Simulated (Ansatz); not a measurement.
**Geometry relaxation of BAsH6 (part 1 of 2)**

The run: geometry relaxation of BAsH6 (8 atoms in the cell). Method and program: DFT PBE, scalar-relativistic, plane waves, PAW, no spin polarisation (Ansatz 0.2.0).

The structure derives from an entry of the Crystallography Open Database. It belongs to a series of runs on one base structure; here: cluster of 2 atoms cut as a sphere about bond, cut bonds capped with H. Figures and captions count atoms from 1; the log counts them from 0 in places.

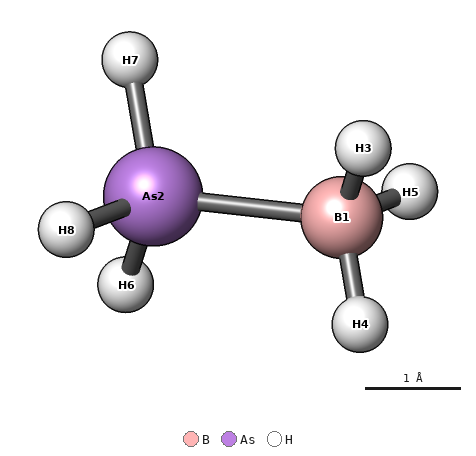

The structure as given in the input (ball-and-stick view of the molecule without its box, seen at a tilt; atoms are numbered from 1 in the order of the input). Bond lengths as drawn: As–B 2.08 Å, As–H 1.52 Å and B–H 1.19 Å.

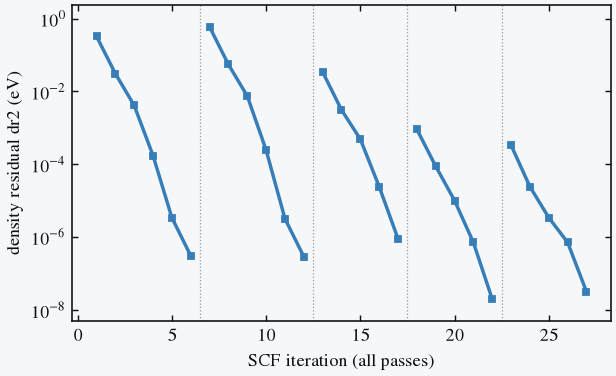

Convergence of the self-consistent field: density residual dr2 against the SCF iteration. The dotted lines part the SCF passes of the relaxation: geometry steps, rejected trials and re-solves on a re-selected basis. The 5 passes take 5 to 6 iterations each, 27 in all.

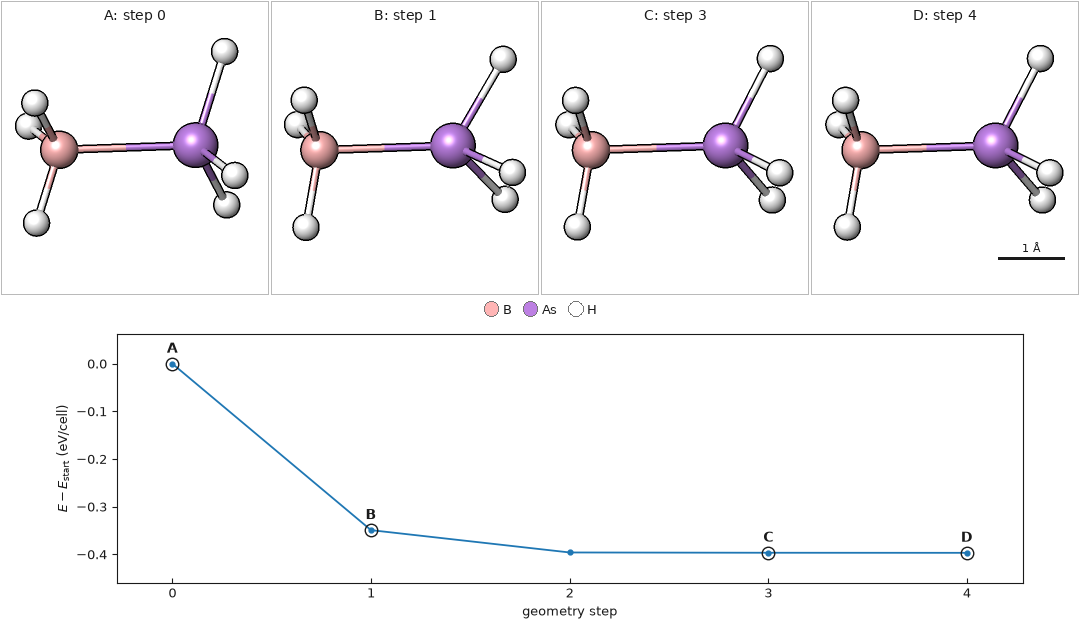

Frames of the relaxation (ball-and-stick view of the molecule without its box, seen at a tilt) above the curves, on which the letters mark them (the first geometry is step 0 here and step 1 in the log).

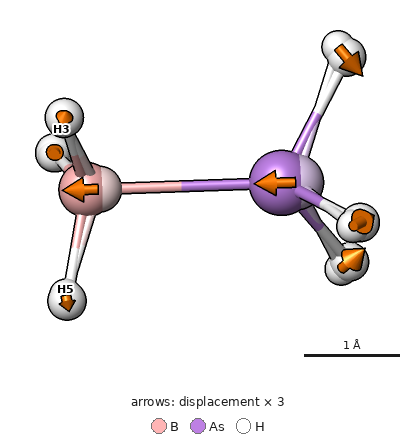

Start (faint) and end (solid) with the displacements as orange arrows, magnified 3 times (ball-and-stick view of the molecule without its box, seen at a tilt). The two geometries are laid on each other by the best rigid fit. As2 moves most after the best rigid fit: 0.15 Å. Largest moves by element: As 0.15 Å, H 0.14 Å, B 0.13 Å. Among the contacts that change: B1–H3 1.190 → 1.211 Å, B1–As2 2.082 → 2.063 Å. Among the angles that change: H6–As2–H7 109.5° → 98.0°, B1–As2–H6 109.5° → 119.3°, As2–B1–H3 109.5° → 102.1°. Over 4 geometry steps the energy falls by 38.3 kJ/mol. The largest force component goes from 1.2 to 0.012 eV/Å. (Atoms are counted from 1 in the order of the input.)

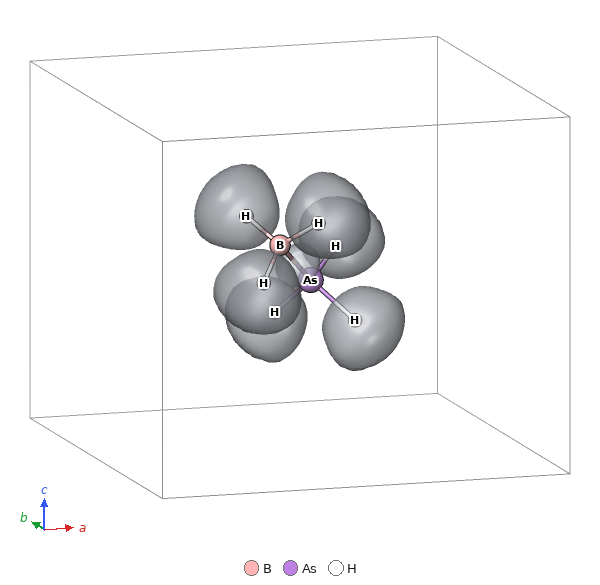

Isosurface of the electron localisation function at 0.75 (grey), seen slightly off an axis. Only the valence region is drawn (cores and ρ < 0.01 e/Å³ removed). Sticks mark near contacts. Counts are for one cell; the picture repeats the cell along the surface. As–H (1.52 Å): the ELF climbs to about 1 towards the hydrogen; a covalent bond by its length. Core electrons are frozen (PAW), so the fields are smoothed inside the atomic spheres.

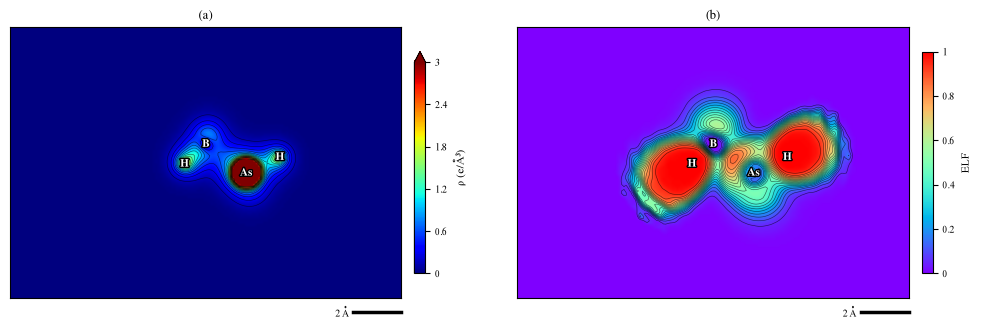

(a) valence charge density (pseudo); (b) electron localisation function on the (11̄0) plane of the calculation cell, a cut from vacuum to vacuum. The plane passes through B, As and H nuclei. The density dies away to nearly zero in the vacuum.

These pictures come from the run below.

**Input file**
```yaml
crystal:
  lattice:
    - [10.8, 0.0, 0.0]
    - [0.0, 11.1, 0.0]
    - [0.0, 0.0, 11.4]
  atoms:
    - { symbol: B, position: [0.4355217049, 0.4372643616, 0.5610847006] }
    - { symbol: As, position: [0.5468370368, 0.545571171, 0.4556280704] }
    - { symbol: H, position: [0.4991371513, 0.3753682516, 0.6213519655] }
    - { symbol: H, position: [0.3719062586, 0.4991604715, 0.6213519655] }
    - { symbol: H, position: [0.3719062586, 0.3753682516, 0.5008174357] }
    - { symbol: H, position: [0.4655803323, 0.6246317484, 0.3786480345] }
    - { symbol: H, position: [0.6280937414, 0.4665105936, 0.3786480345] }
    - { symbol: H, position: [0.6280937414, 0.6246317484, 0.5326081062] }
basis:
  ecutwfc: 420
kpoints:
  mp_grid: { grid: [1, 1, 1] }
hamiltonian:
  xc: pbe
scf:
  occupations: { method: gaussian, width: 0.05 }
output:
  forces: true
  eigenvalues: true
  populations: true
  write_density: true
  write_potential: true
  elf: true
  volumetric_format: npy
relax:
  adjacent_minimum: "off"
  f_tol: 0.03
  max_steps: 40
```

Run as:
```bash
ansatz run input.yaml --threads 4 --pin off --max-ram 11264MiB --backend cpu --events-out ev --progress --plain --runs-dir out
```

**The program's output**
```
Engine: ansatz 0.2.0, aarch64-unknown-linux-gnu
Pseudopotentials: kind: paw
Pseudopotential: B, paw, valence charge 3, recommended cutoff 420 eV (normal), B.paw.azcp
Pseudopotential: As, paw, valence charge 15, recommended cutoff 420 eV (normal), As.paw.azcp
Pseudopotential: H, paw, valence charge 1, recommended cutoff 420 eV (normal), H.paw.azcp
Functional definition: PBE
  parameter kappa = 0.804
  parameter beta = 0.06672455060314922
  exchange = pbe_x(kappa = kappa, mu = beta*pi^2/3)
  correlation = pbe_c(beta = beta)
Crystal: 8 atoms, lattice volume = 1366.632 Å³
Basis set: ecut = 420 eV, 26707 PW (Γ), exchange–correlation on 150×150×160 points (8 copies of the dense FFT grid, shifted against one another)
Bands: 20, of which v1, the nominal top of the filled ones, is band 12 counted from 1 (11 counted from 0)
Symmetry: 1 space group operations
Space group: P1 (ITA 1), of the structure as read, at distance tolerance 1.1e-4 Å
k-points: 1
Non-local potential: B, projectors of the file, l = 0: 2, l = 1: 2, l = 2: 1
Non-local potential: As, projectors of the file, l = 0: 2, l = 1: 2, l = 2: 3, l = 3: 1
Non-local potential: H, projectors of the file, l = 0: 2, l = 1: 1
PAW form: soft (Blöchl's): semilocal exchange-correlation on the pseudo side does not see the compensation charge
PAW one-centre angular grid: B, 110 points (default); XC on 64 Gauss nodes
PAW one-centre angular grid: As, 590 points (default); XC on 64 Gauss nodes
PAW one-centre angular grid: H, 110 points (default); XC on 64 Gauss nodes
Initial density: superposition of atomic densities (neutral atoms: chi_scale 0, normalization atom), corrected by the library's trained network
Initial wavefunctions: pseudopotential atomic-orbital guess
Functional: x = pbe(κ = 0.804, μ = 0.2195149727645171), c = pbe(β = 0.06672455060314922)
SCF iter   1: F=—  HF=-5106.555344 eV  |F-HF|=—  |Δ(HF+E_count)|=         —  Δρ=2.17e-3  dr2=3.25e-1  ethr=1.77e-3  ⟨swp⟩=12.0  Hψ=168  notcnv=0
preconditioner: auto → Resta (q_TF=auto, 1.391 Å⁻¹)  ε∞=1.1  [insulator: Δε(μ)=5.755 eV  Ē_g=9.022 eV  σ=0.050 eV  W_gap=1.00  n_scr=72 (ndim 8)  ℏωp=3.5 eV  f_vac=0.849  D(μ)=0.00/eV (n_scr^D=0)  ε∞_Penn≈1.1  vacuum switching on, ρ_ref=5.9e-3 e/Å³]
SCF iter   2: F=—  HF=-5106.446377 eV  |F-HF|=—  |Δ(HF+E_count)|=   1.09e-1  Δρ=1.22e-3  dr2=3.08e-2  ethr=1.36e-3  ⟨swp⟩=3.0  Hψ=45  notcnv=0  defer=1
SCF iter   3: F=—  HF=-5106.447990 eV  |F-HF|=—  |Δ(HF+E_count)|=   1.61e-3  Δρ=4.36e-4  dr2=4.11e-3  ethr=1.28e-4  ⟨swp⟩=3.0  Hψ=42  notcnv=0  defer=1
SCF iter   4: F=—  HF=-5106.450855 eV  |F-HF|=—  |Δ(HF+E_count)|=   2.86e-3  Δρ=1.09e-4  dr2=1.73e-4  ethr=1.71e-5  ⟨swp⟩=3.0  Hψ=30  notcnv=0  defer=1
SCF iter   5: F=—  HF=-5106.451180 eV  |F-HF|=—  |Δ(HF+E_count)|=   3.25e-4  Δρ=1.93e-5  dr2=3.40e-6  ethr=7.23e-7  ⟨swp⟩=2.0  Hψ=32  notcnv=0  defer=1
SCF iter   6: F=-5106.451185 eV  HF=-5106.451185 eV  |F-HF|=1.86e-8  |Δ(HF+E_count)|=   4.68e-6  Δρ=5.69e-6  dr2=3.08e-7  ethr=1.42e-8  ⟨swp⟩=23.0  Hψ=210  notcnv=0
SCF 1 converged in 6 iterations: F = -5106.451185 eV  dr2 = 3.08e-7
  greatest PAW one-centre occupation: 0.999 electrons in one spin orbital (limit 2), on the As atom at site 1 (counted from 0), in its partial waves of l = 2
relax step   1: F+E_penalty+E_count = -5106.45118515 eV  Δ(F+E_penalty+E_count) = +0.000e0 eV  max|allowed force component| = 1.235e0 eV/Å  Δτ_max = 0.0000 Å  (6 SCF iters, dr2 threshold 2.25e-5 eV, accepted)
Initial density: handed on by an earlier stage of this run
Initial wavefunctions: those handed on with the density
iter 1 solved again at ethr=2.46e-3 eV; its pass at ethr=3.10e-3 eV (dr2=5.91e-1 eV) is discarded
SCF iter   1: F=—  HF=-5106.957759 eV  |F-HF|=—  |Δ(HF+E_count)|=         —  Δρ=5.04e-3  dr2=5.91e-1  ethr=2.46e-3  ⟨swp⟩=1.0  Hψ=133  notcnv=0
preconditioner: auto → Resta (q_TF=auto, 1.391 Å⁻¹)  ε∞=1.1  [insulator: Δε(μ)=5.484 eV  Ē_g=9.936 eV  σ=0.050 eV  W_gap=1.00  n_scr=72 (ndim 8)  ℏωp=3.8 eV  f_vac=0.877  D(μ)=0.00/eV (n_scr^D=0)  ε∞_Penn≈1.1  vacuum switching on, ρ_ref=7.2e-3 e/Å³]
SCF iter   2: F=—  HF=-5106.800987 eV  |F-HF|=—  |Δ(HF+E_count)|=   1.57e-1  Δρ=2.29e-3  dr2=5.47e-2  ethr=2.46e-3  ⟨swp⟩=5.0  Hψ=35  notcnv=0
SCF iter   3: F=—  HF=-5106.796675 eV  |F-HF|=—  |Δ(HF+E_count)|=   4.31e-3  Δρ=1.11e-3  dr2=7.48e-3  ethr=2.28e-4  ⟨swp⟩=3.0  Hψ=39  notcnv=0  defer=4
SCF iter   4: F=—  HF=-5106.800116 eV  |F-HF|=—  |Δ(HF+E_count)|=   3.44e-3  Δρ=1.82e-4  dr2=2.45e-4  ethr=3.12e-5  ⟨swp⟩=3.0  Hψ=26  notcnv=0  defer=4
SCF iter   5: F=—  HF=-5106.800224 eV  |F-HF|=—  |Δ(HF+E_count)|=   1.08e-4  Δρ=1.88e-5  dr2=3.20e-6  ethr=1.02e-6  ⟨swp⟩=3.0  Hψ=33  notcnv=0  defer=4
SCF iter   6: F=-5106.800225 eV  HF=-5106.800224 eV  |F-HF|=1.20e-7  |Δ(HF+E_count)|=   7.06e-7  Δρ=6.42e-6  dr2=2.91e-7  ethr=1.33e-8  ⟨swp⟩=22.0  Hψ=228  notcnv=0
SCF 2 converged in 6 iterations: F = -5106.800225 eV  dr2 = 2.91e-7
relax step   2: F+E_penalty+E_count = -5106.80022456 eV  Δ(F+E_penalty+E_count) = -3.490e-1 eV  max|allowed force component| = 8.282e-1 eV/Å  Δτ_max = 0.1928 Å  (6 SCF iters, dr2 threshold 9.53e-5 eV, accepted)
```
